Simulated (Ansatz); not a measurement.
**Mo9S16 (cell charge +1, with a compensating background) (cell with a defect): density, localisation and related maps**

```
CELL_PARAMETERS angstrom
3.14929 -5.45472 0.00000
-6.29857 0.00000 0.00000
0.00000 0.00000 -12.09385
ATOMIC_POSITIONS crystal
Mo 0.33983 0.16991 0.76785
Mo 0.83009 0.16991 0.76785
Mo 0.33333 0.66667 0.76695
Mo 0.83009 0.66017 0.76785
Mo 0.16995 0.33989 0.24753
Mo 0.66667 0.33333 0.24846
Mo 0.16995 0.83005 0.24753
Mo 0.66011 0.83005 0.24753
S 0.16710 0.33421 0.63846
S 0.66667 0.33333 0.63399
S 0.16710 0.83290 0.63846
S 0.66579 0.83290 0.63846
S 0.33366 0.16683 0.11933
S 0.83317 0.16683 0.11933
S 0.33333 0.66667 0.11702
S 0.83317 0.66634 0.11933
S 0.16683 0.33366 0.89608
S 0.66667 0.33333 0.89830
S 0.16683 0.83317 0.89608
S 0.66634 0.83317 0.89608
S 0.33412 0.16706 0.37690
S 0.83294 0.16706 0.37690
S 0.33333 0.66667 0.38141
S 0.83294 0.66588 0.37690
Mo 0.00000 0.00000 0.50775
```

Spin-polarised.

These are results of Ansatz 0.2.0, DFT PBE+D3(BJ), scalar-relativistic, plane waves, PAW, not measurements.

In a PAW calculation such maps are meaningful between the atoms, not at the nuclei.

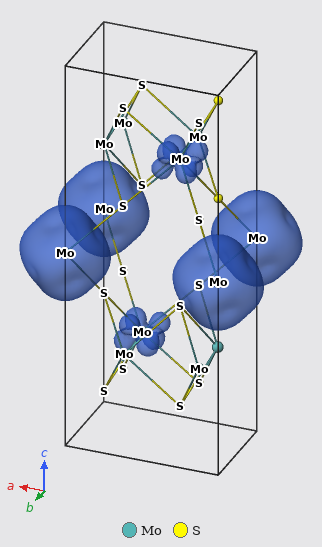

Figure 1. Isosurfaces of the spin density at +0.04 (blue) and −0.04 e/Å³ (red), seen at an oblique angle. Sticks mark near contacts.

**Which atoms carry the moments, and with what signs?**

The spin density sits on Mo: +1.5 μB in one cell of 25 atoms, with smaller moments on other sites: Mo (up to +0.13 μB): with much of the spin spread outside that site. The cell of the calculation (25 atoms) carries 2.8 μB of net spin moment. Only one sign reaches the isovalue.

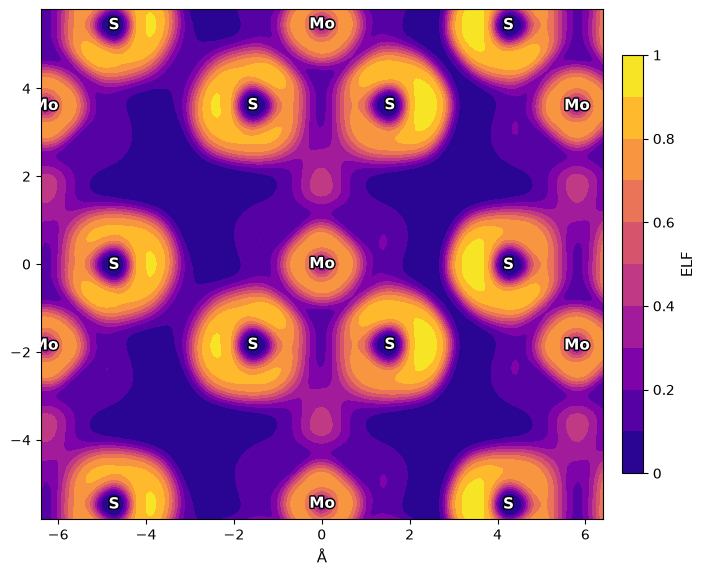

Figure 2. Electron localisation function on the (110) plane of the calculation cell.

**Describe what can be read from this map.**

The section cuts through Mo and S sites.
Mo–S (2.40 Å): the ELF peaks at about 0.85 in the valence shell of S, 0.8 Å from its nucleus, and is about 0.45 at the midpoint.
The features right at Mo lie inside the PAW spheres, where the map follows smoothed inner orbitals and isn't to be read closely.

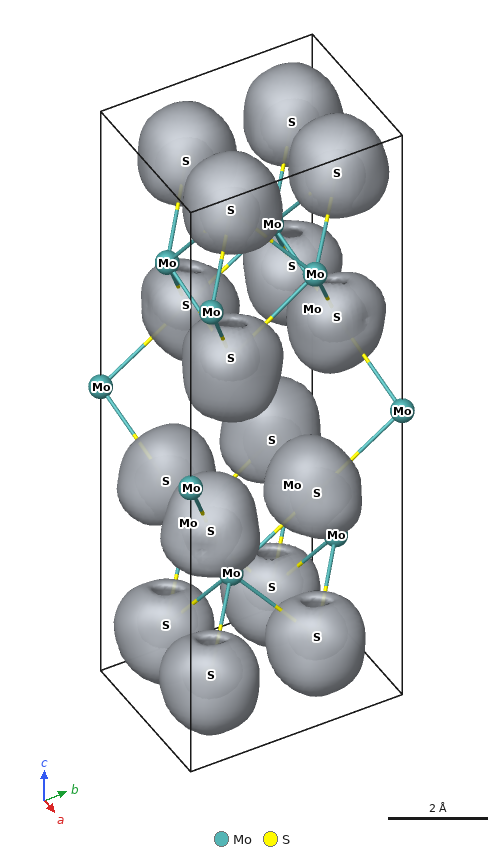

Figure 3. Isosurface of the ELF at 0.75 (grey), seen at an oblique angle. Only the valence region is drawn (cores and ρ < 0.01 e/Å³ removed). Sticks mark near contacts.

**Identify the bonds, lone pairs and shells in this picture.**

The surface consists of 16 regions wrapped around S (the valence shell of each), counted in one cell of 25 atoms. Regions shared between cells count once. Along the contacts the grid gives the following. Mo–S (2.38 Å): the ELF peaks at about 0.85 in the valence shell of S, 0.8 Å from its nucleus, and is about 0.45 at the midpoint.

**Does the calculation give a band gap?**

It is metallic or semimetallic at this level of theory: no gap opens.
